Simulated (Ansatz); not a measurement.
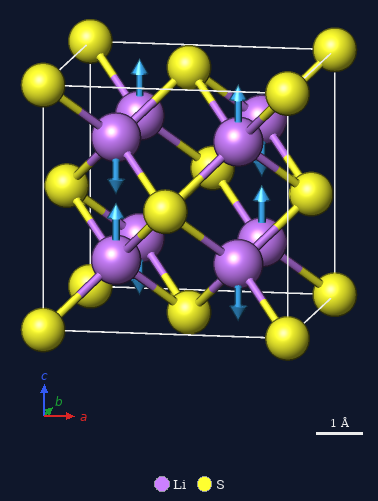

Normal modes of crystalline Li₂S relaxed at 7 GPa, space group Fm-3m (No. 225), at the zone centre. The optical levels lie at 401 (×3), 439 (×3) cm⁻¹. One mode is drawn. Displacements are drawn as blue arrows; their common scale and sign are arbitrary. The picture is a ball-and-stick view of the conventional cell (4 times the calculation's cell), seen slightly off an axis. Lengths and directions refer to the drawn axes.

Theory: DFT PBE, scalar-relativistic, plane waves, PAW in Ansatz 0.2.0. Settings: plane-wave cutoff 420 eV; k-point mesh 8 × 8 × 8; occupations fixed; target pressure 7 GPa; no spin polarisation.

Frequencies are those without the non-analytic (LO–TO) term.

Q: Which of these frequencies is the drawn mode's?

A: The level at 439 cm⁻¹. This is the T₂g mode (triply degenerate; one member of the set is drawn), the highest optical level, Raman-active by symmetry. The S atoms stay at rest; all motion is along c; atoms of one kind move against one another, with no net shift of their sublattice.
